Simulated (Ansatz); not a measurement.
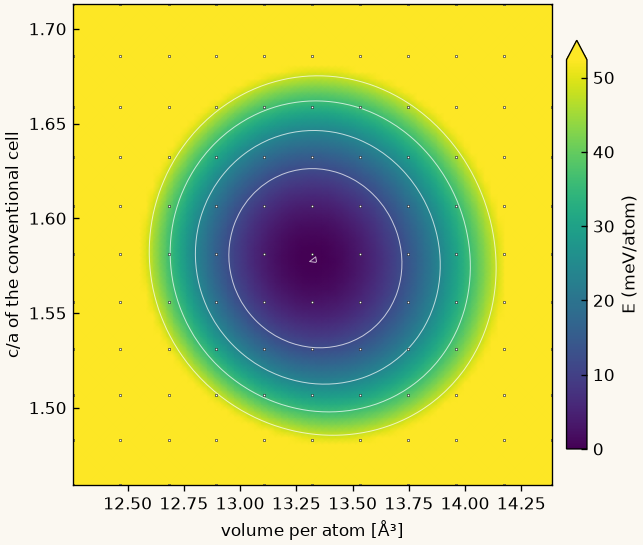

Ru (P6_3/mmc, No. 194; 2 atoms in the cell). The energy is mapped over volume and the cell's shape. First axis: volume per atom. Second axis: c/a of the conventional cell. Nothing is relaxed (symmetry fixes all fractional coordinates). The grid has 11 × 11 points. Points are written as (first, second). Energies are in meV/atom, from the lowest grid point. The calculation used Ansatz 0.2.0, DFT PBEsol, scalar-relativistic, plane waves, PAW. Settings: cutoff 420 eV, k-mesh 21×21×12 in the order of the run's cell vectors, gaussian smearing 0.15 eV, no spin polarisation.

In the figure: a smooth colour map with a few white contour lines, dots at the grid points, one colour for all values above the top of the scale. Between grid points the surface is interpolated.

> Where is the minimum, and how stiff is the well along each coordinate?

The interpolated minimum is at volume per atom ≈ 13.321 Å³, c/a of the conventional cell ≈ 1.578. The curvatures there are about 0.33 eV/(Å³)² and 22 eV, with a cross term of about 0.1 eV/Å³ (per cell of 2 atoms). Round the minimum the two coordinates are nearly uncoupled.

PAW datasets: the set soft_1.
